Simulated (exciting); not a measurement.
## A series of single points on Al

System: Al (2 atoms in the cell).
Method: Kohn-Sham DFT of a periodic cell, PBEsol, all-electron LAPW+lo, shipped species files, no spin polarisation (exciting sodium).

The 7 runs differ only in the geometry, by an even scaling of the cell at fixed fractional positions. The structure derives from a Materials Project entry.

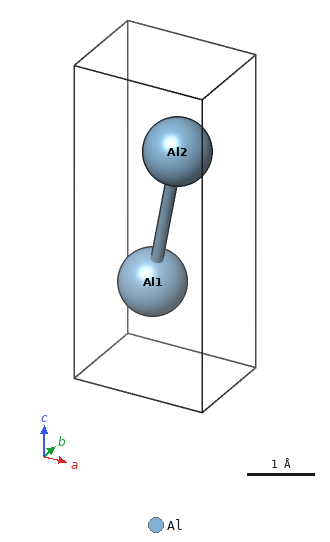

Figure 1. The structure of run 4 (ball-and-stick view of the cell of the calculation, seen slightly off an axis; atoms are numbered from 1 in the order of the input).

## Input of run 4
```
<input>
  <title>Al</title>
  <structure speciespath="./" tshift="false">
    <crystal scale="1">
      <basevect>5.314770352073 0.000000000000 0.000000000000</basevect>
      <basevect>-2.657385175942 4.602726140160 0.000000000000</basevect>
      <basevect>0.000000000000 0.000000000000 9.197013589635</basevect>
    </crystal>
    <species speciesfile="Al.xml" rmt="2">
      <atom coord="0.333333333300 0.666666666700 0.250000000000"/>
      <atom coord="0.666666666700 0.333333333300 0.750000000000"/>
    </species>
  </structure>
  <groundstate do="fromscratch" ngridk="11 11 6" rgkmax="7.5" gmaxvr="14" lmaxapw="10" lmaxmat="10" lmaxvr="8" xctype="GGA_PBE_SOL" stype="Fermi Dirac" swidth="0.00183747" nempty="10" ValenceRelativity="iora*" epsengy="1e-05" epspot="1e-05" maxscl="60" tforce="true" outputlevel="normal"/>
</input>
```

Command:
```bash
OMP_NUM_THREADS=1 exciting_smp
```

Run 6 has the same physical settings and fractional positions; its lattice vectors (Å) are:
```
   2.849466    0.000000    0.000000
  -1.424733    2.467710    0.000000
   0.000000    0.000000    4.930895
```

## Results, with one run withheld

```tsv
run	volume per atom (Å³)	free energy per atom, from the lowest run given (meV)
1	15.669	8.59
2	16.003	2.36
3	16.336	0.00
4	16.669	1.06
5	17.003	5.25
6	17.336	?
7	17.670	21.65
```

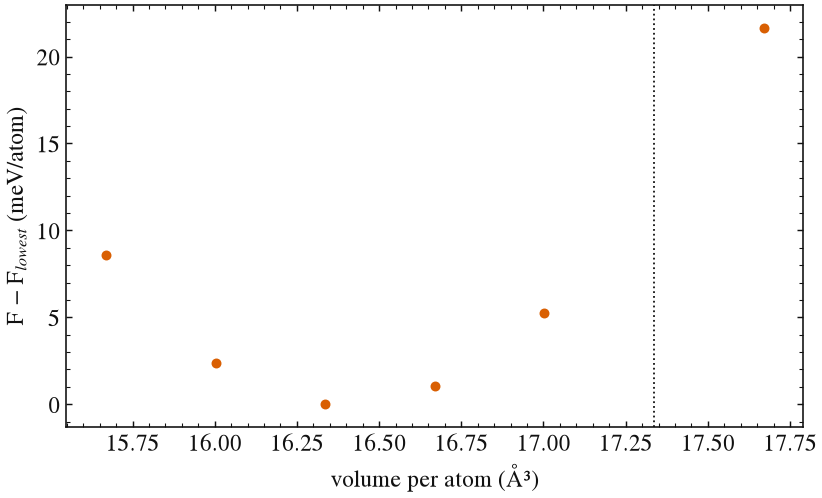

Figure 2. Free energy per atom of the runs given; the dotted line marks run 6.

What should run 6 give?

A cubic polynomial in V^(−2/3) (the Birch–Murnaghan form), fitted to the 6 runs given, misses them by at most 0.01 meV per atom. With x = V^(−2/3) − 0.15406 Å⁻², it reads F = 0.25528 − 689.86 x + 3.8199e+05 x² + 4.0803e+05 x³ (meV per atom). At run 6 it gives 12.19 meV per atom, and the run itself gives 12.18. The fit has its minimum at 16.393 Å³ per atom, where V d²F/dV² gives 79.9 GPa. Cell shape and fractional positions are held, so this is the stiffness under even scaling; the relaxed bulk modulus wasn't computed.

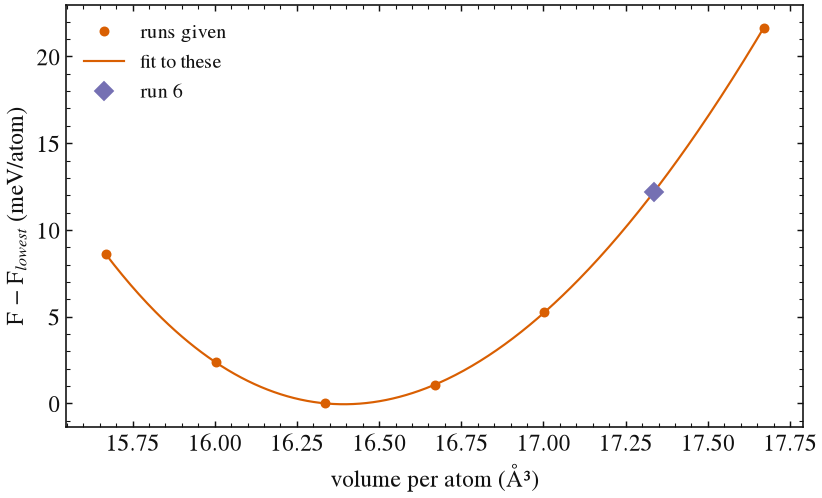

Figure 3. The fit and the withheld run.

## Some lines of the output (run 6)
```
[...]
 Absolute change in total energy   (target) :  0.648505E-04  ( 0.100000E-04)
 Total energy                               :      -484.68862974
 Fermi energy                               :         0.24958984
 DOS at Fermi energy (states/Ha/cell)       :        15.30327916
 Absolute change in total energy   (target) :  0.104811E-04  ( 0.100000E-04)
 Total energy                               :      -484.68862654
 DOS at Fermi energy (states/Ha/cell)       :        15.30328043
 Absolute change in total energy   (target) :  0.320046E-05  ( 0.100000E-04)
 Total energy                               :      -484.68862760
 Fermi energy                               :         0.24958985
 DOS at Fermi energy (states/Ha/cell)       :        15.30327592
 Absolute change in total energy   (target) :  0.106187E-05  ( 0.100000E-04)
 Total energy                               :      -484.68862724
 DOS at Fermi energy (states/Ha/cell)       :        15.30327468
```
